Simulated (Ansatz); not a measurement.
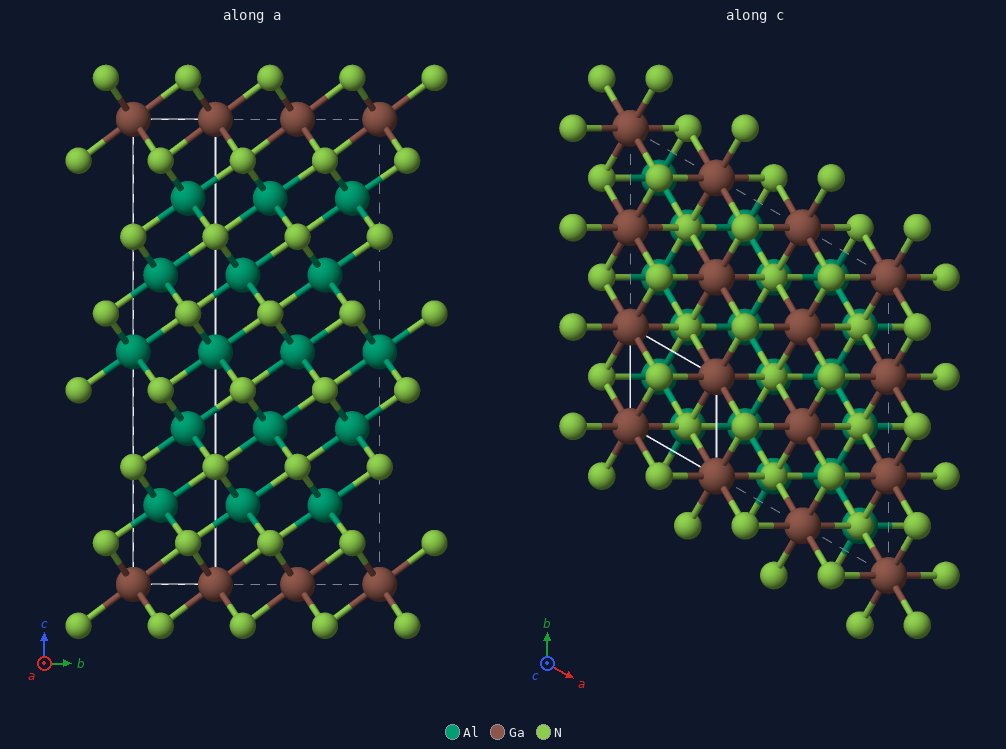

Figure: ball-and-stick view along the a axis and along the c axis. A block of 3×3×1 cells is shown, with one conventional unit cell in solid outline. A few atoms beyond the faces are included.

Al5GaN6, space group P-3m1 (No. 164), a = 2.90 Å, b = 2.90 Å, c = 14.23 Å, α = 90.00°, β = 90.00°, γ = 120.00°.

The numbers come from DFT PBE, scalar-relativistic, plane waves, PAW (Ansatz 0.2.0), using 420 eV cutoff, 12×12×2 k-mesh, Gaussian smearing of 0.02 eV, no spin polarisation.

### Does it come out as a metal, or with a gap?

An insulator at this level, with a gap of 3.13 eV on the k-mesh (the true edges may lie between mesh points, so the gap can be somewhat smaller).

The structure was taken from a structure type filled with these elements by a generator (whether the compound takes this form wasn't checked). Atoms and cell were optimised with DFT PBE, scalar-relativistic, plane waves, PAW (Ansatz).
